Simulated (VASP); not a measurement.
# Driving VASP from ASE on ZnS (Wurtzite-2H), part 2 of 3

Do ASE scripts that read ZnS (Wurtzite-2H) from different structure formats give one answer, and do several routes find one equilibrium volume? All runs use LDA. Left out of this account: 1 further run (fields: a reference on another mesh). The start is a cell from a database of measured crystal structures.

VASP 6.6.1; LDA; plane waves and PAW (Zn, S).

So far. Step 2 (Total energy, forces and stress (LDA, through ASE)): The pressure is -4.63 GPa and the largest force 0.014 eV/Å, so the cell is not at a minimum at these settings. Step 3 (Self-consistent run (LDA, through ASE)): The energy lies +1.18 meV an atom from the first script, on another mesh.

The database entry behind the starting cell has ideal inner coordinates that were not refined, so it need not match the best structure at ambient conditions.

## 4. Relaxing cell and atoms (LDA, through ASE)

Properties are meant for the cell that this level of theory prefers, so cell and atoms are relaxed first (ISIF = 3) until forces and stress are small; EDIFFG sets the threshold.

run.py

```python
import numpy as np
from ase.calculators.vasp import Vasp
from ase import Atoms

atoms = Atoms(['Zn', 'Zn', 'S', 'S'],
              cell=[[3.818, 0.0, 0.0], [-1.909, 3.30648499, 0.0], [0.0, 0.0, 6.26]],
              scaled_positions=[[0.33333333, 0.66666667, 0.0], [0.66666667, 0.33333333, 0.5], [0.33333333, 0.66666667, 0.375], [0.66666667, 0.33333333, 0.875]],
              pbc=True)

calc = Vasp(
    xc='lda',
    pp='LDA',
    prec='Accurate',
    encut=400,
    ediff=1e-06,
    nelm=100,
    ismear=-1,
    sigma=0.05,
    lreal=False,
    algo='Normal',
    nbands=24,
    lorbit=11,
    lwave=False,
    lcharg=False,
    kpar=4,
    ibrion=2,
    nsw=60,
    isif=3,
    ediffg=-0.01,
    pp_version='64',
    setups={'Zn': '', 'S': ''},
    kpts=(7, 7, 4),
    gamma=True,
    txt='vasp.out',
)
atoms.calc = calc

print("energy (eV):", round(atoms.get_potential_energy(), 6))
print("Fermi level (eV):", round(calc.get_fermi_level(), 4))
print("forces (eV/A):")
print(np.round(atoms.get_forces(), 4))
print("stress (GPa, Voigt, tension positive):", np.round(atoms.get_stress() * 160.21766, 3))
print("cell (A, degrees):", np.round(atoms.cell.cellpar(), 4))
print("volume (A^3):", round(atoms.get_volume(), 4))
print("positions:")
print(np.round(atoms.get_scaled_positions(), 5))
```

The projector-augmented-wave data sets are Zn and S (LDA family, release 64).

On the command line:

```console
$ export ASE_VASP_COMMAND="mpirun -np 4 vasp_std"
$ python run.py
```

The log of the run:

```text
energy (eV): -16.407211
Fermi level (eV): 3.5585
forces (eV/A):
[[-0.      0.     -0.0002]
 [ 0.     -0.     -0.0002]
 [ 0.      0.      0.0002]
 [-0.     -0.      0.0002]]
stress (GPa, Voigt, tension positive): [ 0.018  0.018  0.019 -0.    -0.    -0.   ]
cell (A, degrees): [  3.7386   3.7386   6.1427  90.      90.     120.    ]
volume (A^3): 74.3555
positions:
[[3.3333e-01 6.6667e-01 5.9000e-04]
 [6.6667e-01 3.3333e-01 5.0059e-01]
 [3.3333e-01 6.6667e-01 3.7441e-01]
 [6.6667e-01 3.3333e-01 8.7441e-01]]
```

Wall time 39 s (4 MPI ranks of Intel Xeon Platinum 8259CL at 2.50GHz (Skylake/Cascade Lake), shared host); peak memory 0.68 GiB; 2.4 min of CPU time.

ASE turned this into the INCAR:

```
ENCUT = 400.000000
SIGMA = 0.050000
EDIFF = 1.00e-06
EDIFFG = -1.00e-02
ALGO = Normal
PREC = Accurate
IBRION = 2
ISIF = 3
ISMEAR = -1
KPAR = 4
LORBIT = 11
NBANDS = 24
NELM = 100
NSW = 60
LCHARG = .FALSE.
LWAVE = .FALSE.
LREAL = .FALSE.
```

The KPOINTS that ASE wrote:

```
KPOINTS created by Atomic Simulation Environment
0
Gamma
7 7 4
0 0 0
```

VASP's own log, vasp.out:

```text
[... set-up lines as in an earlier step ...]
 entering main loop
       N       E                     dE             d eps       ncg     rms          rms(c)
[... 13 cycles as in an earlier step ...]
   1 F= -.16336442E+02 E0= -.16336442E+02  d E =-.163364E+02
 curvature:   0.00 expect dE= 0.000E+00 dE for cont linesearch  0.000E+00
 trial: gam= 0.00000 g(F)=  0.372E-04 g(S)=  0.189E+00 ort = 0.000E+00 (trialstep = 0.100E+01)
 search vector abs. value=  0.189E+00
 bond charge predicted
       N       E                     dE             d eps       ncg     rms          rms(c)
DAV:   1    -0.193198734640E+02   -0.29834E+01   -0.35485E+01  1384   0.100E+02    0.132E+01
DAV:   2    -0.167619306776E+02    0.25579E+01   -0.13290E+01  1336   0.971E+01    0.485E+00
DAV:   3    -0.164774360223E+02    0.28449E+00   -0.97321E-01  1496   0.173E+01    0.224E+00
DAV:   4    -0.164155096635E+02    0.61926E-01   -0.25481E-01  1480   0.373E+00    0.170E+00
DAV:   5    -0.164035235715E+02    0.11986E-01   -0.95169E-03  1808   0.173E+00    0.980E-01
DAV:   6    -0.163958756448E+02    0.76479E-02   -0.96337E-03  1944   0.167E+00    0.265E-01
DAV:   7    -0.163956777773E+02    0.19787E-03   -0.60980E-03  1464   0.950E-01    0.117E-01
DAV:   8    -0.163956732422E+02    0.45351E-05   -0.56257E-04  1472   0.296E-01    0.673E-02
DAV:   9    -0.163956802035E+02   -0.69613E-05   -0.39279E-05  1328   0.685E-02    0.190E-02
DAV:  10    -0.163956793626E+02    0.84087E-06   -0.52166E-07   920   0.130E-02
   2 F= -.16395679E+02 E0= -.16395679E+02  d E =-.592378E-01
[...]
3 F= -.16407038E+02 E0= -.16407038E+02  d E =-.705967E-01
[...]
4 F= -.16407024E+02 E0= -.16407024E+02  d E =-.705823E-01
[...]
5 F= -.16407112E+02 E0= -.16407112E+02  d E =-.879174E-04
[...]
6 F= -.16407167E+02 E0= -.16407167E+02  d E =-.142989E-03
 curvature:  -1.22 expect dE=-0.118E-03 dE for cont linesearch -0.317E-08
 trial: gam= 0.55338 g(F)=  0.548E-05 g(S)=  0.908E-04 ort =-0.543E-06 (trialstep = 0.109E+01)
 search vector abs. value=  0.131E-03
 bond charge predicted
       N       E                     dE             d eps       ncg     rms          rms(c)
DAV:   1    -0.164081675966E+02   -0.10010E-02   -0.17846E-02  1360   0.190E+00    0.230E-01
DAV:   2    -0.164074067674E+02    0.76083E-03   -0.38404E-03  1384   0.131E+00    0.981E-02
DAV:   3    -0.164072579487E+02    0.14882E-03   -0.23318E-04  1376   0.154E-01    0.485E-02
DAV:   4    -0.164072123475E+02    0.45601E-04   -0.58442E-05  1360   0.765E-02    0.184E-02
DAV:   5    -0.164072105025E+02    0.18450E-05   -0.16100E-05  1424   0.481E-02    0.602E-03
DAV:   6    -0.164072107209E+02   -0.21838E-06   -0.44586E-06  1008   0.257E-02
   7 F= -.16407211E+02 E0= -.16407211E+02  d E =-.438585E-04
 trial-energy change:   -0.000044  1 .order   -0.000058   -0.000104   -0.000011
 step:   1.2163(harm=  1.2163)  dis= 0.00044  next Energy=   -16.407225 (dE=-0.584E-04)
 reached required accuracy - stopping structural energy minimisation
```

From OUTCAR (step 4):

```text
 Found     24 irreducible k-points:

   NELECT =      36.0000    total number of electrons

 E-fermi :   3.5585

 k-point     1 :       0.0000    0.0000    0.0000
  band No.  band energies     occupation
    ...
     14       1.5416      2.00000
     15       1.5416      2.00000
     16       2.4283      2.00000
     17       2.5311      2.00000
     18       2.5311      2.00000
     19       4.7554      0.00000
     20       5.5490      0.00000
     21       8.6535      0.00000
     22       8.6535      0.00000
     23       8.9014      0.00000
    ...

 k-point     2 :       0.1429    0.0000    0.0000
  band No.  band energies     occupation
    ...
     14       0.4816      2.00000
     15       1.2027      2.00000
     16       1.4071      2.00000
     17       2.2277      2.00000
     18       2.3430      2.00000
     19       5.7167      0.00000
     20       6.3995      0.00000
     21       8.1667      0.00000
     22       9.0444      0.00000
     23       9.2088      0.00000
    ...

  Total       -0.0084160     -0.0084160     -0.0086814      0.0000000      0.0000000      0.0000000
  in kB       -0.1813449     -0.1813449     -0.1870629      0.0000000      0.0000000      0.0000000
  external PRESSURE =      -0.1832509 kB  Pullay stress =       0.0000000 kB

  energy-cutoff  :      400.00
  volume of cell :       74.36
      direct lattice vectors                 reciprocal lattice vectors
     3.738629554  0.000000000  0.000000000     0.267477691  0.154428317 -0.000000000
    -1.869314777  3.237748167  0.000000000     0.000000000  0.308856634 -0.000000000
     0.000000000  0.000000000  6.142673687     0.000000000 -0.000000000  0.162795560

 POSITION                                       TOTAL-FORCE (eV/Angst)
 -----------------------------------------------------------------------------------
     -0.00000      2.15850      0.00363        -0.000000      0.000000     -0.000161
      1.86931      1.07925      3.07496         0.000000     -0.000000     -0.000161
     -0.00000      2.15850      2.29987         0.000000      0.000000      0.000161
      1.86931      1.07925      5.37121        -0.000000     -0.000000      0.000161
 -----------------------------------------------------------------------------------
    total drift:                               -0.000011      0.000005     -0.000083

  FREE ENERGIE OF THE ION-ELECTRON SYSTEM (eV)
  ---------------------------------------------------
  free  energy   TOTEN  =       -16.4072107209 eV

  energy  without entropy=      -16.4072107209  energy(sigma->0) =      -16.40721072

 reached required accuracy - stopping structural energy minimisation

 total charge
# of ion       s       p       d       tot
------------------------------------------
    1        0.549   0.540   9.805  10.894
    2        0.549   0.540   9.805  10.894
    3        1.312   2.444   0.000   3.756
    4        1.312   2.444   0.000   3.756
--------------------------------------------------
tot          3.722   5.968  19.609  29.299

[... 8 parts as in an earlier step ...]

[... 5 further parts left out ...]
```

CONTCAR:

```
Zn S
   1.00000000000000
     3.7386295538308030    0.0000000000000000    0.0000000000000000
    -1.8693147769154015    3.2377481674102677    0.0000000000000000
     0.0000000000000000    0.0000000000000000    6.1426736872650496
  Zn              S
     2     2
Direct
     0.3333333300000021    0.6666666699999979    0.0005905938342834
     0.6666666699999979    0.3333333300000021    0.5005905938342835
     0.3333333300000021    0.6666666699999979    0.3744094061657167
     0.6666666699999979    0.3333333300000021    0.8744094061657165
```

The run keeps the 12 symmetry operations of its start, so it cannot find a distortion of lower symmetry.

Relaxation path:

```tsv
step	energy less that of the first step (eV)	largest force (eV/Å)	pressure (GPa)	volume (Å³)
1	0.0000	0.0139	-4.63	79.03
2	-0.0592	0.0268	1.89	72.67
3	-0.0706	0.0235	0.01	74.37
4	-0.0706	0.0233	-0.05	74.46
5	-0.0707	0.0125	-0.08	74.46
6	-0.0707	0.0053	-0.07	74.46
7	-0.0708	0.0002	-0.02	74.36
```

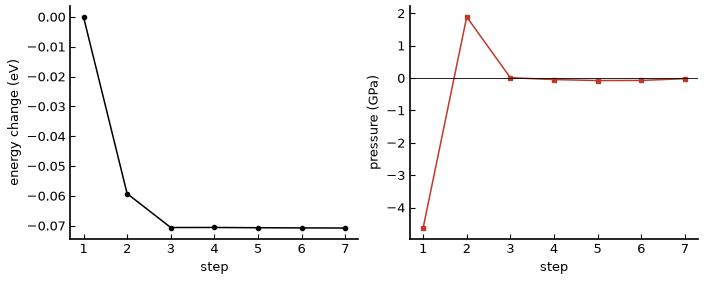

Energy and pressure along the relaxation.

```tsv
conventional cell, symmetrised	before	after	change
a (Å)	3.818	3.739	-2.1 %
b (Å)	3.818	3.739	-2.1 %
c (Å)	6.260	6.143	-1.9 %
volume (Å³/atom)	19.76	18.59	-5.9 %
```

Final coordinates:

```cif
data_structure
_symmetry_space_group_name_H-M 'P 1'
_symmetry_Int_Tables_number 1
_cell_length_a 3.7386
_cell_length_b 3.7386
_cell_length_c 6.1427
_cell_angle_alpha 90.000
_cell_angle_beta 90.000
_cell_angle_gamma 120.000
_cell_volume 74.36
loop_
_atom_site_label
_atom_site_type_symbol
_atom_site_fract_x
_atom_site_fract_y
_atom_site_fract_z
_atom_site_occupancy
Zn1 Zn 0.33333 0.66667 0.00059 1
Zn2 Zn 0.66667 0.33333 0.50059 1
S3 S 0.33333 0.66667 0.37441 1
S4 S 0.66667 0.33333 0.87441 1
```

Numbers from this step:

```yaml
irreducible_k_points: 24
free_energy_toten: -16.41 eV
fermi_energy: 3.558 eV
pressure: -0.01833 GPa
scf_cycles_over_all_ionic_steps: 54
gap_on_the_k_mesh: 2.224 eV
least_direct_gap_on_the_k_mesh: 2.224 eV
```

It ends with forces under 0.001 eV/Å and a pressure of -0.02 GPa.

## 5. Energy against volume, from ASE (LDA)

An ASE loop scales the volume and fits the energies, which gives the bulk modulus from energies alone.

run.py

```python
import numpy as np
from ase.calculators.vasp import Vasp
from ase.io import read
from ase.eos import EquationOfState
from ase.units import GPa

atoms = read('ZnS.cif')

calc = Vasp(
    xc='lda',
    pp='LDA',
    prec='Accurate',
    encut=400,
    ediff=1e-06,
    nelm=100,
    ismear=-1,
    sigma=0.05,
    lreal=False,
    algo='Normal',
    nbands=24,
    lorbit=11,
    lwave=False,
    lcharg=False,
    kpar=4,
    isif=2,
    pp_version='64',
    setups={'Zn': '', 'S': ''},
    kpts=(7, 7, 4),
    gamma=True,
    txt='vasp.out',
)
atoms.calc = calc

cell, volumes, energies = atoms.get_cell(), [], []
for x in [0.94, 0.96, 0.98, 1.0, 1.02, 1.04, 1.06]:
    atoms.set_cell(cell * x ** (1 / 3), scale_atoms=True)
    volumes.append(atoms.get_volume())
    energies.append(atoms.get_potential_energy())
    print(f"{x:.2f}  V = {volumes[-1]:.4f} A^3  E = {energies[-1]:.6f} eV")
v0, e0, b0 = EquationOfState(volumes, energies, eos="birchmurnaghan").fit()
print(f"V0 = {v0:.4f} A^3  E0 = {e0:.6f} eV  B0 = {b0 / GPa:.2f} GPa")
```

ZnS.cif

```cif
data_ZnS
_cell_length_a 3.81800000
_cell_length_b 3.81800000
_cell_length_c 6.26000000
_cell_angle_alpha 90.00000000
_cell_angle_beta 90.00000000
_cell_angle_gamma 120.00000000
_space_group_name_H-M_alt 'P1'
_space_group_name_Hall 'P 1'
_space_group_IT_number 1
loop_
_space_group_symop_operation_xyz
'x,y,z'
loop_
_atom_site_label
_atom_site_type_symbol
_atom_site_symmetry_multiplicity
_atom_site_Wyckoff_symbol
_atom_site_fract_x
_atom_site_fract_y
_atom_site_fract_z
_atom_site_occupancy
Zn1 Zn 1 a 0.3333333333 0.6666666667 0.0000000000 1
Zn2 Zn 1 a 0.6666666667 0.3333333333 0.5000000000 1
S1 S 1 a 0.3333333333 0.6666666667 0.3750000000 1
S2 S 1 a 0.6666666667 0.3333333333 0.8750000000 1
```

The log of the run:

```text
0.94  V = 74.2856 A^3  E = -16.399562 eV
0.96  V = 75.8662 A^3  E = -16.394222 eV
0.98  V = 77.4467 A^3  E = -16.372576 eV
1.00  V = 79.0272 A^3  E = -16.336442 eV
1.02  V = 80.6078 A^3  E = -16.287166 eV
1.04  V = 82.1883 A^3  E = -16.226605 eV
1.06  V = 83.7689 A^3  E = -16.155670 eV
V0 = 74.5917 A^3  E0 = -16.399894 eV  B0 = 85.82 GPa
```

Elapsed: 59 s, on 4 MPI ranks; peak memory 0.64 GiB; 3.5 min of CPU time.

ASE turned this into the INCAR:

```
ENCUT = 400.000000
SIGMA = 0.050000
EDIFF = 1.00e-06
ALGO = Normal
PREC = Accurate
ISIF = 2
ISMEAR = -1
KPAR = 4
LORBIT = 11
NBANDS = 24
NELM = 100
LCHARG = .FALSE.
LWAVE = .FALSE.
LREAL = .FALSE.
```

ASE turned this into the KPOINTS:

```
KPOINTS created by Atomic Simulation Environment
0
Gamma
7 7 4
0 0 0
```

vasp.out (the last of its runs):

```text
[banner, memory and clock lines left out]
running    4 mpi-ranks, on    1 nodes
 distrk:  each k-point on    1 cores,    4 groups
 distr:  one band on    1 cores,    1 groups

 POSCAR found type information on POSCAR ZnS
 POSCAR found :  2 types and       4 ions
 LDA part: xc-table for (Slater(with rela. corr.)+CA(PZ))
 , standard interpolation
 POSCAR, INCAR and KPOINTS ok, starting setup
 FFT: planning ... GRIDC
 FFT: planning ... GRID_SOFT
 FFT: planning ... GRID
 WAVECAR not read
 WARNING: random wavefunctions but no delay for mixing, default for NELMDL
 entering main loop
       N       E                     dE             d eps       ncg     rms          rms(c)
DAV:   1     0.200220205532E+03    0.20022E+03   -0.14777E+04  1160   0.147E+03
DAV:   2     0.478176954358E+00   -0.19974E+03   -0.19369E+03  1256   0.314E+02
DAV:   3    -0.166882484260E+02   -0.17166E+02   -0.17083E+02  1424   0.979E+01
DAV:   4    -0.169966823181E+02   -0.30843E+00   -0.30830E+00  1392   0.137E+01
DAV:   5    -0.170028312170E+02   -0.61489E-02   -0.61486E-02  1448   0.184E+00    0.868E+00
DAV:   6    -0.161797997028E+02    0.82303E+00   -0.18483E+00  1728   0.388E+01    0.675E+00
DAV:   7    -0.161720420549E+02    0.77576E-02   -0.12250E+00  1288   0.669E+00    0.296E+00
DAV:   8    -0.161566160039E+02    0.15426E-01   -0.60139E-02  1552   0.259E+00    0.757E-01
DAV:   9    -0.161555587401E+02    0.10573E-02   -0.92309E-03  1640   0.173E+00    0.222E-01
DAV:  10    -0.161556472865E+02   -0.88546E-04   -0.78060E-04  1400   0.227E-01    0.135E-01
DAV:  11    -0.161556816283E+02   -0.34342E-04   -0.85714E-05  1592   0.160E-01    0.987E-02
DAV:  12    -0.161556689071E+02    0.12721E-04   -0.54713E-05  1568   0.158E-01    0.667E-03
DAV:  13    -0.161556696534E+02   -0.74630E-06   -0.75565E-06  1480   0.156E-02
   1 F= -.16155670E+02 E0= -.16155670E+02  d E =-.149259E-08
```

Parts of OUTCAR (step 5):

```text
   ENCUT  =  400.0 eV  29.40 Ry    5.42 a.u.   6.35  6.35 10.41*2*pi/ulx,y,z

   NELECT =      36.0000    total number of electrons

 E-fermi :   2.2693

 k-point     1 :       0.0000    0.0000    0.0000
  band No.  band energies     occupation
    ...
     14       0.5849      2.00000
     15       0.5849      2.00000
     16       1.3327      2.00000
     17       1.4000      2.00000
     18       1.4000      2.00000
     19       3.0879      0.00000
     20       4.1787      0.00000
     21       7.5901      0.00000
     22       7.5901      0.00000
     23       7.8532      0.00000
    ...

  Total       -4.1370835     -4.1370835     -4.1769341     -0.0000000      0.0000000      0.0000000
  in kB      -79.1265429    -79.1265429    -79.8887326     -0.0000000      0.0000000      0.0000000
  external PRESSURE =     -79.3806061 kB  Pullay stress =       0.0000000 kB

 POSITION                                       TOTAL-FORCE (eV/Angst)
 -----------------------------------------------------------------------------------
     -0.00000      2.24756      0.00000         0.000000     -0.000000      0.000041
      1.94644      1.12378      3.19139         0.000000     -0.000000      0.000041
     -0.00000      2.24756      2.39354         0.000000     -0.000000     -0.000041
      1.94644      1.12378      5.58493        -0.000000      0.000000     -0.000041
 -----------------------------------------------------------------------------------
    total drift:                               -0.000000     -0.000000      0.000411

  FREE ENERGIE OF THE ION-ELECTRON SYSTEM (eV)
  ---------------------------------------------------
  free  energy   TOTEN  =       -16.1556696534 eV

  energy  without entropy=      -16.1556696519  energy(sigma->0) =      -16.15566965

[... 4 parts as in an earlier step ...]

[... 12 further parts left out ...]
```

This step gave:

```
bulk modulus                  : 85.82 GPa
equilibrium volume of the fit : 18.65 Å³/atom
```

The fitted volume lies +0.32 % from the relaxed one.

(Part 2 of 3 ends here.)

[Lines on the potential files, build, host, timing and source positions are cut from VASP's logs without a mark.]

[Logs are printed without paths, hosts, clocks, repeated set-up lines and the standing remarks that a program may print on its own settings, such as how far it seeks lower states.]

[Hosts, paths, dates, database ids (printed as entryN), source tags and the programs' standing remarks are cut or masked in the printed files.]

[A measured line is paired with the nearest computed mode of its activity, which favours agreement.]
